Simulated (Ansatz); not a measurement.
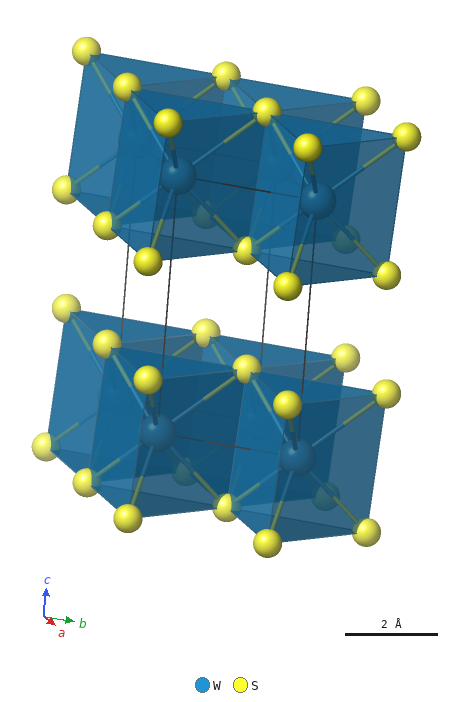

**Figure 1.** The input geometry (polyhedral view of the reduced cell, seen slightly off an axis; polyhedra are completed across the faces of the cell). An atom can appear more than once, as a periodic image.

**Band-structure calculation of WS2**

The run: band-structure calculation of WS2 (3 atoms in the cell). Method and program: DFT, LDA, all-electron LAPW, scalar-relativistic, no spin polarisation (Ansatz 0.2.0).

The structure derives from an entry of the Crystallography Open Database. It belongs to a series of runs on one base structure; here: equal xy, yz and zx shear strains of +1 %. Figures and captions count atoms from 1; the log counts them from 0 in places.

**What the program printed**
```
LAPW: plane waves up to 9.162 Å⁻¹, error target 5.0e-4 eV per atom; small_component_spin mean_spin; S in spheres of 1.026 Å, 14 of its electrons in bands, Dirac shells []; W in spheres of 1.353 Å, 44 of its electrons in bands, Dirac shells [] (how accurate: hamiltonian.pseudopotentials.lapw.basis_error, Limitations)
Engine: ansatz 0.2.0, aarch64-unknown-linux-gnu
Pseudopotentials: kind: all_electron
Pseudopotential: W, LAPW, valence charge 44, lapw/all_electron/scalar/gaussian/W, Koelling and Harmon's equation, gaussian nucleus
Pseudopotential: S, LAPW, valence charge 14, lapw/all_electron/scalar/gaussian/S, Koelling and Harmon's equation, gaussian nucleus
Functional definition: SPW92
  exchange = slater_x
  correlation = pw_c
Crystal: 3 atoms, lattice volume = 53.228 Å³
Basis set: ecut = 319.7872377178905 eV, 707 PW (Γ), FFT grids on a1−a2, a2−a3, a3, exchange–correlation at level 2
Bands: 44, of which v1, the nominal top of the filled ones, is band 36 counted from 1 (35 counted from 0)
Symmetry: 1 space group operations
Space group: P1 (ITA 1), of the structure as read, at distance tolerance 3.8e-5 Å
k-points: 1099 of 2197 (time reversal used)
Non-local potential: W, projectors of the file, none
Non-local potential: S, projectors of the file, none
Initial density: superposition of atomic densities (chi_scale 0.1, normalization cell, long waves kept (reshape's long-wave potential 0.08 eV rms))
Initial wavefunctions: plane waves of lowest kinetic energy (no species holds an atomic orbital)
Functional: x = slater, c = lda
iter 1 solved again at ethr=1.21e-3 eV; its pass at ethr=1.00e-1 eV (dr2=8.71e-1 eV) is discarded
SCF iter   1: F=—  HF=-460611.045799 eV  |F-HF|=—  |Δ(HF+E_count)|=         —  Δρ=3.78e-2  dr2=8.72e-1  ethr=1.21e-3  ⟨swp⟩=2.0  Hψ=311164  notcnv=0
preconditioner: auto → Resta (q_TF=auto, 2.869 Å⁻¹)  ε∞=2.9  [insulator: Δε(μ)=0.972 eV  Ē_g=21.047 eV  σ=0.080 eV  W_gap=0.99  n_scr=28 (ndim 8)  ℏωp=28.8 eV  f_vac=0.133  D(μ)=0.00/eV (n_scr^D=0)  ε∞_Penn≈2.9]
SCF iter   2: F=—  HF=-460610.727918 eV  |F-HF|=—  |Δ(HF+E_count)|=   3.18e-1  Δρ=1.79e-2  dr2=4.39e-1  ethr=1.21e-3  ⟨swp⟩=2.4  Hψ=144334  notcnv=0
SCF iter   3: F=—  HF=-460610.653099 eV  |F-HF|=—  |Δ(HF+E_count)|=   7.48e-2  Δρ=1.26e-2  dr2=9.63e-2  ethr=6.10e-4  ⟨swp⟩=2.3  Hψ=141184  notcnv=0
iter 4 solved again at ethr=9.90e-6 eV; its pass at ethr=1.34e-4 eV (dr2=7.13e-3 eV) is discarded
SCF iter   4: F=—  HF=-460610.621458 eV  |F-HF|=—  |Δ(HF+E_count)|=   3.16e-2  Δρ=3.63e-3  dr2=7.13e-3  ethr=9.90e-6  ⟨swp⟩=2.0  Hψ=238186  notcnv=0
SCF iter   5: F=—  HF=-460610.620829 eV  |F-HF|=—  |Δ(HF+E_count)|=         —  Δρ=5.96e-4  dr2=2.52e-4  ethr=9.90e-6  ⟨swp⟩=2.0  Hψ=135228  notcnv=0
the basis was enlarged: its passes take 358.5 KiB over the memory plan, 1 of 1 planned eigensolver slots
SCF iter   6: F=—  HF=-460610.620828 eV  |F-HF|=—  |Δ(HF+E_count)|=   7.27e-7  Δρ=2.47e-4  dr2=5.97e-5  ethr=3.50e-7  ⟨swp⟩=2.9  Hψ=136909  notcnv=0
SCF iter   7: F=—  HF=-460610.620796 eV  |F-HF|=—  |Δ(HF+E_count)|=   3.22e-5  Δρ=7.66e-5  dr2=3.98e-6  ethr=8.29e-8  ⟨swp⟩=2.0  Hψ=135240  notcnv=0
SCF iter   8: F=—  HF=-460610.620796 eV  |F-HF|=—  |Δ(HF+E_count)|=   2.39e-7  Δρ=3.26e-5  dr2=7.74e-7  ethr=5.52e-9  ⟨swp⟩=2.3  Hψ=135577  notcnv=0
SCF iter   9: F=—  HF=-460610.620797 eV  |F-HF|=—  |Δ(HF+E_count)|=   2.49e-7  Δρ=1.11e-5  dr2=1.82e-7  ethr=1.07e-9  ⟨swp⟩=3.0  Hψ=141160  notcnv=0
SCF iter  10: F=-460610.620797 eV  HF=-460610.620797 eV  |F-HF|=1.16e-9  |Δ(HF+E_count)|=   5.20e-8  Δρ=4.40e-6  dr2=1.46e-8  ethr=2.53e-10  ⟨swp⟩=2.0  Hψ=135235  notcnv=0
SCF 1 converged in 10 iterations: F = -460610.620797 eV  dr2 = 1.46e-8
```

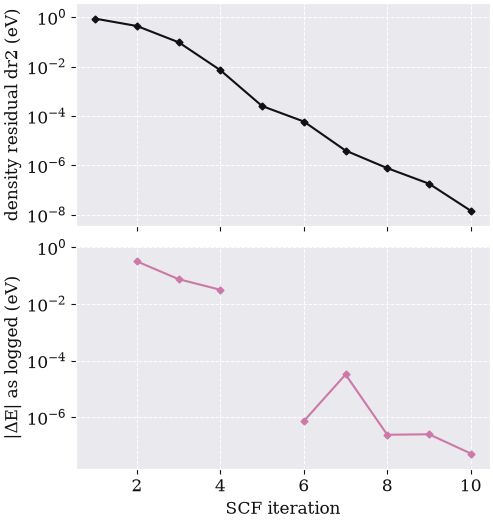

**Figure 2.** Convergence of the self-consistent field: density residual dr2 and size of the energy change against the SCF iteration. The residual falls at every step.

```
NSCF: frozen V_eff on 41 k-points
SCF converged after 10 iterations
Free energy (F): -460610.620797 eV
Harris-Foulkes:  -460610.620797 eV  (|F-HF|=1.16e-9)
Internal energy: -460610.620758 eV  (E = F + TS)
E sigma→0 (E₀):  -460610.620777 eV
Entropy (-TS):   -0.000038 eV (-0.013 meV/atom)
Fermi energy:    14.483129 eV
--- Per-component energies (eV) ---
  E_band       = -7348.898526
  E_kinetic    = 513203.266199
  E_xc         = -9906.546025
  E_electrostatic = -963907.340932  (all electrons and nuclei)
  E_smearing   = -0.000038  (= −TS)
  E_closure    = 0.000000  (closes the sum)
  E_atoms      = -460585.883651  (free atoms, spherical and without spin; not in F)
  Σ components = -460610.620797   (vs F -460610.620797, Δ=0.00e0)
  Basis errors (estimates in eV, not in F): energy 2.2e-4 per atom: plane waves 2.0e-4 (1.1e-4 summed), levels above the bands 2.1e-50, relativity 6.6e-9, radial functions 2.4e-5, core shells 3.9e-8; eigenvalues (radial functions only) 6.4e-7; not estimated: angular momenta, meshes, grids; target (lapw.basis_error) 5.0e-4; muffin-tin radii S 1.026 Å, W 1.353 Å
--- Forces (eV/Å), atoms counted from 1 ---
  atom   1  W      0.07201213     0.01079478    -0.59238141
  atom   2  S     -0.18767069    -0.15329111     0.03113782
  atom   3  S      0.11565911     0.14249646     0.56122417
  max |Σ_I F_I| component: 1.94e-5 eV/Å
--- Stress (GPa, compression-positive) ---
       -3.769380      -1.065711      -1.558220
       -1.065711      -3.635261      -1.498327
       -1.558220      -1.498327      -3.255881
  P = ⅓ Tr σ = -3.5535 GPa (-35.535 kbar)
--- Band table (eV; the first three rows and the last of 1099) ---
  k-point 0: bands = ["-403.5659", "-403.5612", "-403.5586", "-219.1717", "-219.1685", "-219.1596", "-219.1585", "-219.1496", "-190.9668", "-190.9602", "-136.6792", "-136.6781", "-136.6733", "-136.6714", "-136.6403", "-136.6278", "-60.4676", "-24.7748", "-24.5937", "-24.5782", "-14.7746", "-14.7738", "-14.7649", "-14.7545", "-14.7506", "-14.7493", "-14.7451", "-1.5340", "0.4839", "6.4033", "10.4680", "10.5934", "11.7599", "11.8071", "12.5378", "12.8374", "16.2050", "16.2736", "16.5413", "16.6827", "18.6860", "21.7495", "22.3881", "23.8529"]
  k-point 1: bands = ["-403.5659", "-403.5612", "-403.5586", "-219.1717", "-219.1685", "-219.1596", "-219.1585", "-219.1496", "-190.9668", "-190.9602", "-136.6792", "-136.6781", "-136.6733", "-136.6714", "-136.6403", "-136.6278", "-60.4666", "-24.7709", "-24.6103", "-24.5881", "-14.7745", "-14.7737", "-14.7643", "-14.7547", "-14.7508", "-14.7490", "-14.7458", "-1.4309", "0.5125", "6.5308", "10.2632", "10.6407", "11.3872", "11.6223", "12.5970", "12.9462", "16.0994", "16.3353", "16.4004", "16.5806", "19.1618", "22.1474", "22.4643", "23.8014"]
  k-point 2: bands = ["-403.5659", "-403.5612", "-403.5586", "-219.1717", "-219.1685", "-219.1596", "-219.1585", "-219.1496", "-190.9668", "-190.9602", "-136.6792", "-136.6781", "-136.6733", "-136.6714", "-136.6403", "-136.6278", "-60.4636", "-24.7601", "-24.6674", "-24.6041", "-14.7744", "-14.7730", "-14.7627", "-14.7556", "-14.7512", "-14.7483", "-14.7477", "-1.1340", "0.5952", "6.8834", "9.6533", "10.6662", "10.9164", "11.2425", "12.5322", "12.9167", "15.6198", "16.2442", "16.4005", "16.9083", "20.1561", "22.3522", "22.9734", "23.7021"]
  k-point 1098: bands = ["-403.5659", "-403.5612", "-403.5586", "-219.1717", "-219.1685", "-219.1596", "-219.1585", "-219.1496", "-190.9668", "-190.9602", "-136.6792", "-136.6781", "-136.6733", "-136.6714", "-136.6403", "-136.6278", "-60.4495", "-24.9465", "-24.7090", "-24.6610", "-14.7753", "-14.7688", "-14.7617", "-14.7597", "-14.7540", "-14.7492", "-14.7446", "0.6877", "1.0670", "6.7629", "8.2336", "8.7870", "9.9953", "11.4816", "12.3223", "12.3446", "16.2934", "16.5595", "17.6064", "17.9565", "18.3897", "20.6230", "21.4017", "23.5956"]
```

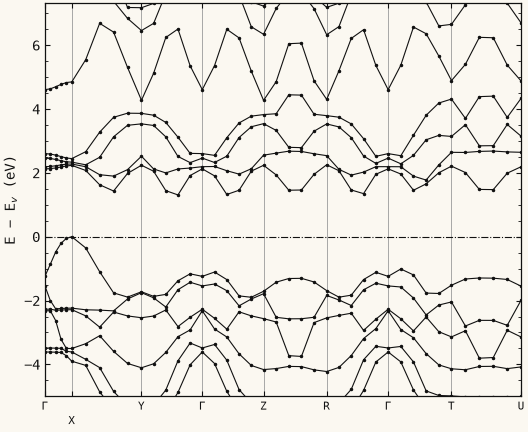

**Figure 3.** Band structure along Γ–X–Y–Γ–Z–R–Γ–T–U, with energies from the valence-band top. There is a gap of 1.31 eV on this path, indirect, from X to between Y and Γ.

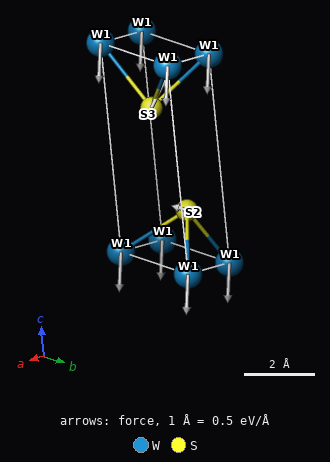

**Figure 4.** Forces on the atoms as white arrows (ball-and-stick view of the reduced cell, seen slightly off an axis; atoms are numbered from 1 in the order of the input). The largest act on W1 (0.60 eV/Å); S3 (0.59 eV/Å); S2 (0.24 eV/Å). The geometry is not a stationary point of this energy.

The run was set up as follows.

**The input**
```yaml
crystal:
  lattice:
    - [1.6143752158, 0.9503479488, 6.1757831834]
    - [-1.5436255528, 0.934557945, 6.1599931796]
    - [0.021700287, -1.7924559438, 6.154213637]
  atoms:
    - { symbol: W, position: [0.0, 0.0, 0.0] }
    - { symbol: S, position: [0.7503, 0.7503, 0.7503] }
    - { symbol: S, position: [0.581, 0.581, 0.581] }
kpoints:
  mp_grid: { grid: [13, 13, 13] }
  band_path:
    path:
      - [0.0, 0.0, 0.0]
      - [-0.5, -0.5, -0.5]
      - [0.5, 0.0, 0.0]
      - [0.0, 0.0, 0.0]
      - [0.0, 0.0, 0.5]
      - [0.0, -0.5, 0.0]
      - [0.0, 0.0, 0.0]
      - [0.5, 0.0, 0.5]
      - [-0.5, -0.5, 0.0]
    npoints: 5
scf:
  occupations: { method: fermi_dirac, width: 0.08 }
hamiltonian:
  xc: lda
  pseudopotentials: { kind: all_electron, lapw: { basis_error: 0.0005 } }
output:
  forces: true
  stress: true
  eigenvalues: true
```

Command:
```bash
ansatz run input.yaml --threads 1 --pin off --max-ram 6144MiB --backend cpu --events-out ev --progress --plain --runs-dir out
```

**Summary**

- outcome: converged
- space group (tolerance 0.01 Å): P1 (1)
- electrons in bands (core shells apart): 72
- free energy: −460610.6208 eV
- Fermi energy: 14.483 eV
- pressure: −3.55 GPa
- electronic character: gap of 1.31 eV
- largest force (length of the vector): 0.597 eV/Å
- hardware: 1 thread of Arm Neoverse V1, 24 GiB of memory available, shared host
- wall time: 26 min
- peak memory: 4.6 GiB

Spin–orbit coupling is left out, which matters for W.
